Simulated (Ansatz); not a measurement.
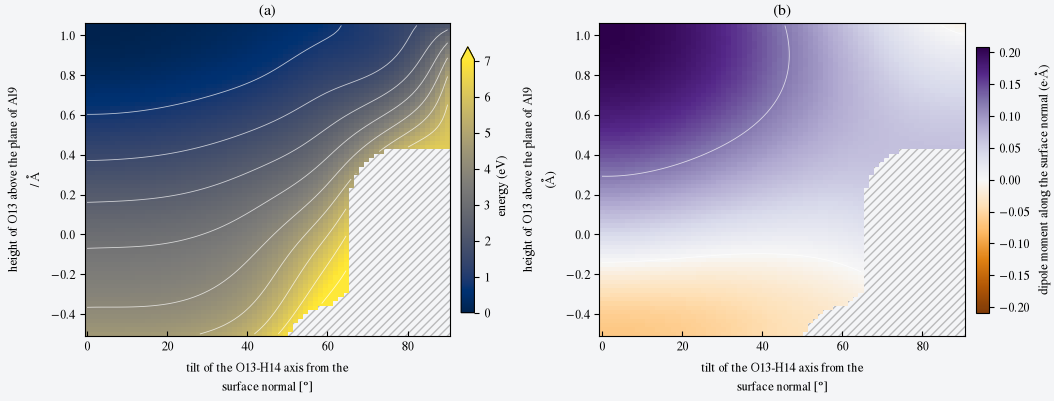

OH on an Al(100) slab cut from the Fm-3m phase, its upper half relaxed before the scan (12 atoms of substrate and one adsorbate in a 2 × 2 cell). OH stands on one site of a rigid substrate while its tilt and height are varied at a fixed bond length; it sits over a hollow of the top layer over the deeper atom Al8, heights counted from the top plane, tilted towards the diagonal of the 1 × 1 surface cell. Coordinates scanned: (1) tilt of the O13-H14 axis from the surface normal; (2) height of O13 above the plane of Al9. The scan uses a 7 × 6 grid. At 9 points there is no value (left out of the scan, as a rule where atoms come close). Points are written as (first, second). All energies are given in eV relative to the lowest grid point. These are results of DFT PBE, scalar-relativistic, plane waves, PAW (Ansatz), not measurements. Settings: cutoff 420 eV, k-mesh 5×5×1, gaussian smearing 0.1 eV, spin-polarised.

Panel (a) is the energy; panel (b) is the computed dipole moment along the surface normal, in e·Å.

The picture shows a smooth colour map with a few white contour lines, one colour for all values above the top of the scale, hatched blanks where no value was computed. Between grid points the surface is interpolated.

> How does the dipole moment along the surface normal vary over the map, and what is it at the lowest grid point?

Leaving out the highest fifth of the energies, it runs from −0.07 e·Å at (0°, −0.50 Å) to 0.21 e·Å at (0°, 1.05 Å). At the lowest grid point, (0°, 1.05 Å), it is 0.21 e·Å. That point lies on the edge of the scan.

| second ↓, first → | 0 | 15 | 30 | 45 | 60 | 75 | 90 |
| --- | --- | --- | --- | --- | --- | --- | --- |
| 1.05 | 0.21 | 0.20 | 0.17 | 0.12 | 0.07 | 0.02 | −0.01 |
| 0.55 | 0.17 | 0.16 | 0.14 | 0.11 | 0.08 | 0.06 | 0.06 |
| 0.20 | 0.10 | 0.09 | 0.07 | 0.05 | 0.05 | – | – |
| −0.06 | 0.02 | 0.02 | 0.01 | 0.01 | 0.01 | – | – |
| −0.28 | −0.04 | −0.04 | −0.04 | −0.03 | −0.02 | – | – |
| −0.50 | −0.07 | −0.06 | −0.05 | −0.04 | – | – | – |
